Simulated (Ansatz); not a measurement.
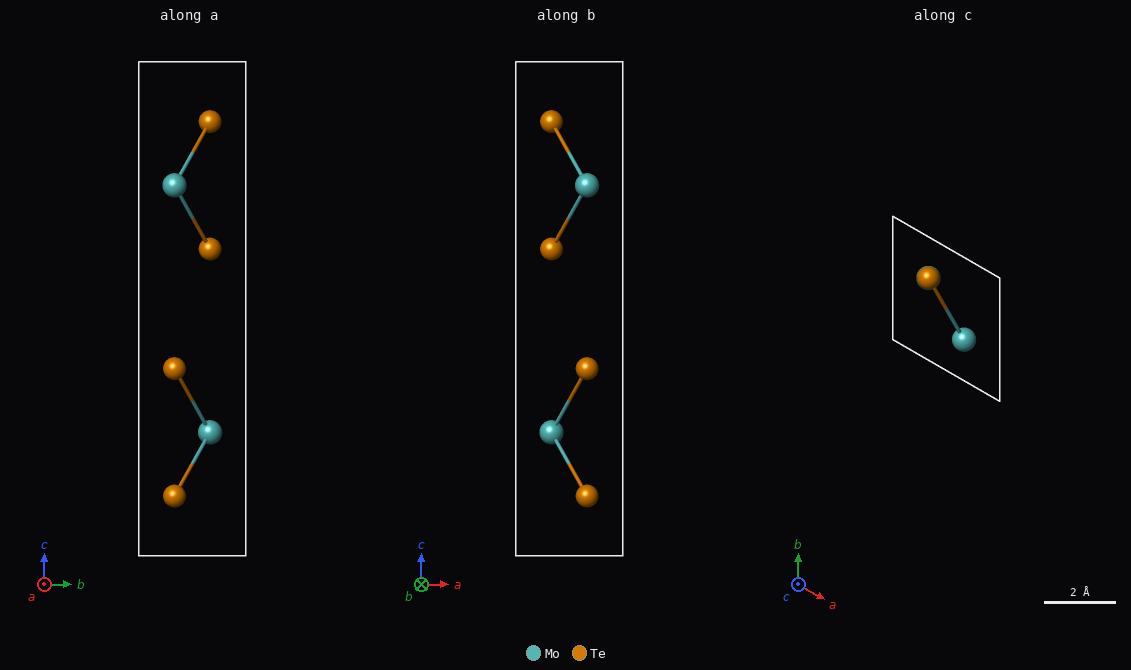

Drawn in the ball-and-stick manner and seen along the a axis, along the b axis and along the c axis. The lines enclose the conventional unit cell; boundary atoms appear with their images.

Lattice parameters: a = 3.4946 Å, b = 3.4946 Å, c = 13.9974 Å, α = 90.000°, β = 90.000°, γ = 120.000°.

> Express the structure as a CIF in P1 with every atom of the cell, with free fractional coordinates to two decimals.

```cif
data_structure
_symmetry_space_group_name_H-M 'P 1'
_symmetry_Int_Tables_number 1
_cell_length_a 3.4946
_cell_length_b 3.4946
_cell_length_c 13.9974
_cell_angle_alpha 90.000
_cell_angle_beta 90.000
_cell_angle_gamma 120.000
_cell_volume 148.04
loop_
_atom_site_label
_atom_site_type_symbol
_atom_site_fract_x
_atom_site_fract_y
_atom_site_fract_z
_atom_site_occupancy
Mo1 Mo 0.3333 0.6667 0.25 1
Mo2 Mo 0.6667 0.3333 0.75 1
Te1 Te 0.6667 0.3333 0.38 1
Te2 Te 0.6667 0.3333 0.12 1
Te3 Te 0.3333 0.6667 0.88 1
Te4 Te 0.3333 0.6667 0.62 1
```

The structure comes from a structure type filled with these elements by a generator (whether the compound takes this form wasn't checked). What is shown is the relaxed result from DFT, PBEsol, plane waves, PAW (Ansatz 0.2.0).
